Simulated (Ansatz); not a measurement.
The coordinates of a crystal:

```
Mo
1.0
     2.53035    0.00000    0.00000
    -1.26517    2.19134    0.00000
     0.00000    0.00000    2.55518
Mo
1
Direct
  0.00000 0.00000 0.00000
```

**Work out the structure from the coordinates.**

The element is molybdenum. It is primitive hexagonal, space group P6/mmm (No. 191). Type of structure: simple hexagonal. The cell holds one atom. Mo bonds to eight Mo at 2.53 to 2.56 Å. The bonds build a three-dimensional framework.

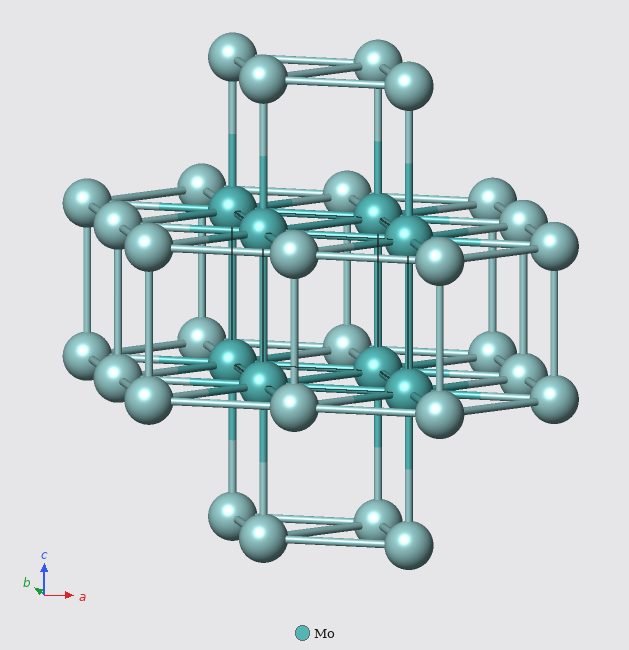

Ball-and-stick drawing of the structure, looking slightly off an axis. The wireframe shows the conventional unit cell. Atoms of adjacent cells appear where they bond to atoms in the box, in fainter colours.

The structure was taken from a structure listed in the Materials Project. The cell was then strained or its atoms displaced on purpose. It was run through Ansatz as a DFT input.

At this level of theory the cell isn't at rest (compressed, at 51 GPa), so its distances can differ from those at equilibrium, the more so the softer the solid.
